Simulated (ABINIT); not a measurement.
# WS2: optical-spectrum calculation (part 1 of 2)

System: WS2 (P-6m2, 3 atoms in the cell).
Method: Kohn-Sham DFT of a periodic cell, LDA, PseudoDojo NC SR LDA v0.4.1 standard, no spin polarisation (ABINIT 10.8.3).

The structure derives from a Materials Project entry.

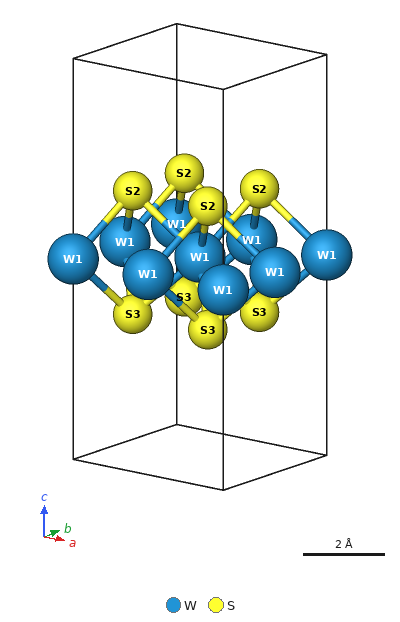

Figure 1. The structure as given in the input (ball-and-stick view of the 2 × 2 repeat of the cell, with the vacuum cut short, seen slightly off an axis; atoms are numbered from 1 in the order of the input). An atom can appear more than once, as a periodic image.

**Results in brief**

```tsv
quantity	value
outcome	converged
space group (tolerance 0.01 Å)	P-6m2 (187)
electrons treated	26
free energy	−2670.4648 eV
Fermi energy	−0.747 eV
pressure	−2.22 GPa
largest force (length of the vector)	0.431 eV/Å
hardware	1 thread of Intel Xeon (Granite Rapids), 32 GiB of memory available, shared host
wall time	3.4 min
peak memory	0.96 GiB
```

**Remarks**

Spin–orbit coupling is left out, which matters for W.

**Input file**
```
# Datasets
ndtset 3

# Pseudopotentials
pp_dirpath "./"
pseudos "W.upf, S.upf"

# Structure
acell 3.1835163552 3.1835163551 16.95057789 Angstrom
rprim
     1.0000000000     0.0000000000     0.0000000000
    -0.5000000000     0.8660254038     0.0000000000
     0.0000000000     0.0000000000     1.0000000000
ntypat 2
znucl 74 16
natom 3
typat 1 2 2
xred
            0.0            0.0            0.0
            1/3            2/3   0.0920005100
            1/3            2/3   0.9079994900

# Plane-wave basis
ecut 30.0

# k points
ngkpt 12 12 2
nshiftk 1
shiftk 0.0 0.0 0.5
istwfk *1

# Exchange and correlation
ixc 7

# Bands and occupations
occopt 1

# SCF cycle
nstep 80
diemac 6.0

# Output
iomode 3
prteig 0
prtebands 0

# Dataset 1: ground state
nband1 13
tolvrs1 1.0e-12
prtden1 1
prtwf1 0
kptopt1 1

# Dataset 2: empty bands at fixed density
iscf2 -2
getden2 1
nband2 25
nbdbuf2 4
tolwfr2 1.0e-12
nstep2 120
prtden2 0
kptopt2 1

# Dataset 3: wave functions and velocity matrix elements in the full zone
optdriver3 8
wfk_task3 "wfk_optics_fullbz"
getwfk3 2
nband3 21
kptopt3 1
prtevk3 1
inclvkb3 2
```

**File optic.abi**
```
&FILES
 ddkfile_1 = 'runo_DS3_1_EVK.nc',
 ddkfile_2 = 'runo_DS3_2_EVK.nc',
 ddkfile_3 = 'runo_DS3_3_EVK.nc',
 wfkfile = 'runo_DS3_WFK.nc'
/
&PARAMETERS
 broadening = 0.007350,
 domega = 0.002,
 maxomega = 0.8,
 scissor = 0.000000,
 tolerance = 0.002
/
&COMPUTATIONS
 num_lin_comp = 2,
 lin_comp = 11,33,
 num_nonlin_comp = 2,
 nonlin_comp = 333,311
/
```

Launched with:
```bash
abinit run.abi > log 2>&1
optic optic.abi > optic.log 2>&1
```

**What the program printed**
```
.Version 10.8.3 of ABINIT
 DATASET    1 : space group P-6 m 2 (#187); Bravais hP (primitive hexag.)
================================================================================
 Values of the parameters that define the memory need for DATASET  1.
     intxc =       0    ionmov =       0      iscf =       7    lmnmax =       8
     lnmax =       8     mgfft =     160  mpssoang =       4    mqgrid =    7898
     natom =       3  nloc_mem =       1    nspden =       1   nspinor =       1
    nsppol =       1      nsym =      12    n1xccc =    2501    ntypat =       2
    occopt =       1   xclevel =       1
       mpw =        7921          nfft =      144000          nkpt =          19
================================================================================
================================================================================

 DATASET    2 : space group P-6 m 2 (#187); Bravais hP (primitive hexag.)
================================================================================
 Values of the parameters that define the memory need for DATASET  2.
     intxc =       0    ionmov =       0      iscf =      -2    lmnmax =       8
     lnmax =       8     mgfft =     160  mpssoang =       4    mqgrid =    7898
     natom =       3  nloc_mem =       1    nspden =       1   nspinor =       1
    nsppol =       1      nsym =      12    n1xccc =    2501    ntypat =       2
    occopt =       1   xclevel =       1
       mpw =        7921          nfft =      144000          nkpt =          19
================================================================================
================================================================================

 DATASET    3 : space group P-6 m 2 (#187); Bravais hP (primitive hexag.)
================================================================================
 Values of the parameters that define the memory need for DATASET  3.
     intxc =       0    ionmov =       0      iscf =       7    lmnmax =       8
     lnmax =       8     mgfft =     160  mpssoang =       4    mqgrid =    7898
     natom =       3  nloc_mem =       1    nspden =       1   nspinor =       1
    nsppol =       1      nsym =      12    n1xccc =    2501    ntypat =       2
    occopt =       1   xclevel =       1
       mpw =        7921          nfft =      144000          nkpt =          19
================================================================================
================================================================================

--------------------------------------------------------------------------------
------------- Echo of variables that govern the present computation ------------
--------------------------------------------------------------------------------
 -outvars: echo values of preprocessed input variables --------
            acell      6.0159740287E+00  6.0159740285E+00  3.2031949888E+01 Bohr
              amu      1.83850000E+02  3.20660000E+01
           diemac      6.00000000E+00
             ecut      3.00000000E+01 Hartree
           getden1          0
           getden2          1
           getden3          0
           getwfk1          0
           getwfk2          0
           getwfk3          2
             iscf1          7
             iscf2         -2
             iscf3          7
              ixc           7
           jdtset        1    2    3
         kptrlatt       12    0    0      0   12    0      0    0    2
          kptrlen      7.21916883E+01
            natom           3
            nband1         13
            nband2         25
            nband3         21
           nbdbuf1          0
           nbdbuf2          4
           nbdbuf3          0
           ndtset           3
            ngfft          30      30     160
             nkpt          19
            nstep1         80
            nstep2        120
            nstep3         80
             nsym          12
           ntypat           2
        optdriver1          0
        optdriver2          0
        optdriver3          8
           prtden1          1
           prtden2          0
           prtden3          1
        prtebands           0
           prteig           0
           prtevk1          0
           prtevk2          0
           prtevk3          1
            prtwf1          0
            prtwf2          1
            prtwf3          1
            rprim      1.0000000000E+00  0.0000000000E+00  0.0000000000E+00
                      -5.0000000000E-01  8.6602540380E-01  0.0000000000E+00
                       0.0000000000E+00  0.0000000000E+00  1.0000000000E+00
           shiftk      0.00000000E+00  0.00000000E+00  5.00000000E-01
          spgroup         187
           tolvrs1     1.00000000E-12
           tolvrs2     0.00000000E+00
           tolvrs3     0.00000000E+00
           tolwfr1     0.00000000E+00
           tolwfr2     1.00000000E-12
           tolwfr3     0.00000000E+00
            typat      1  2  2
         wfk_task1          0
         wfk_task2          0
         wfk_task3          7
           xangst      0.0000000000E+00  0.0000000000E+00  0.0000000000E+00
                       3.3333392411E-11  1.8380040246E+00  1.5594618107E+00
                       3.3333392411E-11  1.8380040246E+00  1.5391116079E+01
            xcart      0.0000000000E+00  0.0000000000E+00  0.0000000000E+00
                       6.2990982505E-11  3.4733242248E+00  2.9469557260E+00
                       6.2990982505E-11  3.4733242248E+00  2.9084994162E+01
             xred      0.0000000000E+00  0.0000000000E+00  0.0000000000E+00
                       3.3333333333E-01  6.6666666667E-01  9.2000510000E-02
                       3.3333333333E-01  6.6666666667E-01  9.0799949000E-01
            znucl       74.00000   16.00000

================================================================================

 chkinp: Checking input parameters for consistency, jdtset=   1.

 chkinp: Checking input parameters for consistency, jdtset=   2.

 chkinp: Checking input parameters for consistency, jdtset=   3.

================================================================================
== DATASET  1 ==================================================================

--- !DatasetInfo
iteration_state: {dtset: 1, }
dimensions: {natom: 3, nkpt: 19, mband: 13, nsppol: 1, nspinor: 1, nspden: 1, mpw: 7921, }
cutoff_energies: {ecut:  30.0, pawecutdg:  -1.0, }
electrons: {nelect:   2.60000000E+01, charge:   0.00000000E+00, occopt:   1.00000000E+00, tsmear:   1.00000000E-02, }
meta: {optdriver: 0, ionmov: 0, optcell: 0, iscf: 7, paral_kgb: 0, }
...

 Exchange-correlation functional for the present dataset will be:
  LDA: Perdew-Wang 92 LSD fit to Ceperley-Alder data - ixc=7
  J.P.Perdew and Y.Wang, PRB 45, 13244 (1992)

 Real(R)+Recip(G) space primitive vectors, cartesian coordinates (Bohr,Bohr^-1):
 R(1)=  6.0159740  0.0000000  0.0000000  G(1)=  0.1662241  0.0959695  0.0000000
 R(2)= -3.0079870  5.2099863  0.0000000  G(2)=  0.0000000  0.1919391  0.0000000
 R(3)=  0.0000000  0.0000000 32.0319499  G(3)=  0.0000000  0.0000000  0.0312188
 Unit cell volume ucvol=  1.0039820E+03 bohr^3
 Angles (23,13,12)=  9.00000000E+01  9.00000000E+01  1.20000000E+02 degrees

 getcut: wavevector=  0.0000  0.0000  0.0000  ngfft=  30  30 160
         ecut(hartree)=     30.000   => boxcut(ratio)=   2.02400

--- Pseudopotential description ------------------------------------------------
- pspini: atom type   1  psp file is ./W.upf
  74.00000  14.00000  180309                  znucl, zion, pspdat
12 -1012 3 -1 1380                            pspcod,pspxc,lmax,lloc,mmax
     nproj     2     2     2     2

- pspini: atom type   2  psp file is ./S.upf
  16.00000   6.00000  180309                  znucl, zion, pspdat
12 -1012 2 -1 1132                            pspcod,pspxc,lmax,lloc,mmax
     nproj     2     2     2     0

   7.42794390E+02                                ecore*ucvol(ha*bohr**3)
--------------------------------------------------------------------------------

================================================================================

--- !BeginCycle
iteration_state: {dtset: 1, }
solver: {iscf: 7, nstep: 80, nline: 4, wfoptalg: 0, }
tolerances: {tolvrs: 1.00E-12, }
...

     iter   Etot(hartree)      deltaE(h)  residm     vres2
 ETOT  1  -97.940339206749    -9.794E+01 5.801E-02 3.484E+02
 ETOT  2  -97.546571393061     3.938E-01 4.861E-03 8.082E+03
 ETOT  3  -98.090643848350    -5.441E-01 2.563E-03 6.997E+02
 ETOT  4  -98.136175962341    -4.553E-02 3.947E-04 5.630E+01
 ETOT  5  -98.137511210632    -1.335E-03 4.964E-05 2.489E+00
 ETOT  6  -98.137732664306    -2.215E-04 4.219E-06 2.493E+00
 ETOT  7  -98.137757886082    -2.522E-05 1.289E-06 1.871E-01
 ETOT  8  -98.137762232102    -4.346E-06 2.220E-07 1.783E-01
 ETOT  9  -98.137771740805    -9.509E-06 2.754E-07 3.988E-03
 ETOT 10  -98.137771795551    -5.475E-08 1.736E-09 9.285E-04
 ETOT 11  -98.137771788479     7.072E-09 1.010E-09 1.122E-04
 ETOT 12  -98.137771799203    -1.072E-08 1.498E-10 7.358E-06
 ETOT 13  -98.137771799806    -6.027E-10 1.164E-11 4.376E-07
 ETOT 14  -98.137771799782     2.389E-11 1.584E-12 3.838E-08
 ETOT 15  -98.137771799811    -2.952E-11 3.368E-13 1.853E-09
 ETOT 16  -98.137771799804     7.319E-12 9.699E-14 3.183E-10
 ETOT 17  -98.137771799807    -3.610E-12 2.709E-14 6.623E-11
 ETOT 18  -98.137771799803     4.832E-12 9.121E-15 1.616E-11
 ETOT 19  -98.137771799805    -2.501E-12 2.332E-15 1.741E-13

 At SCF step   19       vres2   =  1.74E-13 < tolvrs=  1.00E-12 =>converged.

 Cartesian components of stress tensor (hartree/bohr^3)
  sigma(1 1)=  8.77287540E-05  sigma(3 2)=  0.00000000E+00
  sigma(2 2)=  8.77287540E-05  sigma(3 1)=  0.00000000E+00
  sigma(3 3)=  5.11613255E-05  sigma(2 1)= -1.49554814E-14
```
